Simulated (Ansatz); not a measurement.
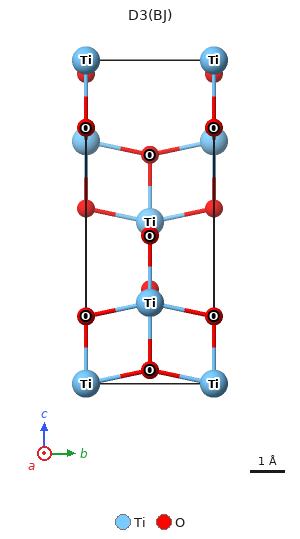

Solid TiO₂ (set up in I4_1/amd), relaxed (cell and atoms) with several dispersion corrections. The picture shows the result with D3(BJ). Style: ball-and-stick. Shown: the conventional cell (2 times the calculation's cell), along the a axis. Lengths and directions refer to the drawn axes.

Computed with Ansatz 0.2.0: PBE, Ansatz PAW. Settings: plane-wave cutoff 420 eV; k-point mesh 10 × 10 × 10; occupations fermi-dirac; smearing width 0.05 eV; no spin polarisation; cell and atoms relaxed; force threshold 0.01 eV/Å.

```
dispersion correction  volume (Å³/atom)  a (Å)  c (Å)
                   D4                 ?      ?      ?
               D3(BJ)            11.441  3.787  9.571
           D3(BJ)-ATM            11.468  3.789  9.587
                 none            11.664  3.799  9.697
```

### Estimate the missing row from the others, and compare with the calculation.

With D4 the volume falls between D3(BJ) (11.441) and D3(BJ)-ATM (11.468). The calculation gives 11.450 Å³/atom (a = 3.783 Å, c = 9.602 Å). In order of volume: D3(BJ) < D4 < D3(BJ)-ATM < none; the spread is 1.9 %.

Each member starts from this one structure; whether another phase lies lower wasn't checked.
